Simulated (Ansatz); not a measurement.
Consider TiS₂.

Input file:

```
crystal:
  lattice:
    - [3.4617605632, 0.0, 0.0]
    - [-1.7308802816, 2.9536675759, 0.0]
    - [0.0, 0.0, 5.7387202278]
  atoms:
    - { symbol: Ti, position: [0.0, 0.0, 0.0] }
    - { symbol: S, position: [0.3340797293, 0.6681594586, 0.2432268866] }
    - { symbol: S, position: [0.6659202707, 0.3318405414, 0.7567731134] }
kpoints:
  mp_grid: { grid: [12, 12, 4] }
  band_path:
    path:
      - [0.0, 0.0, 0.0]
      - [0.5, 0.0, 0.0]
      - [0.3333333333, 0.3333333333, 0.0]
      - [0.0, 0.0, 0.5]
      - [0.5, 0.0, 0.5]
      - [0.3333333333, 0.3333333333, 0.5]
    npoints: 1
hamiltonian:
  xc: r2scan
scf:
  occupations: { method: fermi_dirac, width: 0.02 }
  n_extra_bands: 4
output:
  forces: true
  stress: true
  eigenvalues: true
  write_density: true
  write_potential: true
  elf: true
  volumetric_format: npy
```

Command:

```sh
ansatz run input.yaml --threads 2 --pin off --max-ram 2211MiB --backend cpu --events-out ev --progress --plain --runs-dir out
```

Below, planes, directions and counts refer to the conventional cell (a = 5.91 Å, b = 3.46 Å, c = 5.74 Å, α = 90.00°, β = 90.00°, γ = 90.00°).

Space group C2/m; started from the 1T (CdI2) bulk prototype, which need not be the ambient phase; changed on purpose from its base cell (uniaxial x strain +1.5%); computed without spin polarisation.

Computed with DFT, r2SCAN, plane waves, PAW (Ansatz 0.2.0).

**Predict the valence pseudo-density and electron localisation function between the atoms.**

Ti–S (2.42 Å): ρ at the midpoint is about 0.49 e/Å³; the ELF peaks at about 0.85 in the valence shell of S, 0.8 Å from its nucleus, and is about 0.55 at the midpoint.

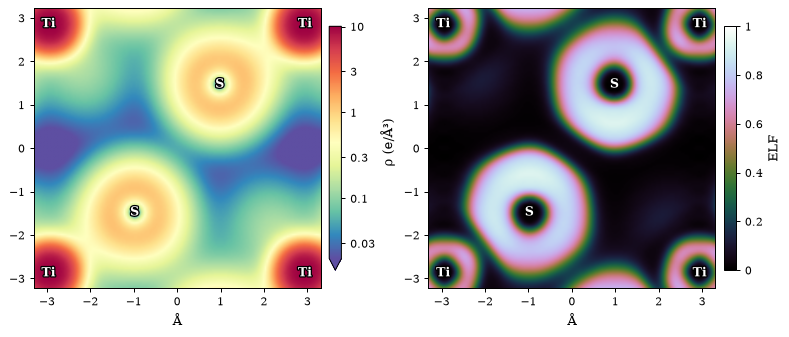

Computed valence pseudo-density and electron localisation function on the (010) plane of the conventional cell, in this order. 

The density is the valence pseudo-density of a PAW calculation; it isn't the true density close to the nuclei.
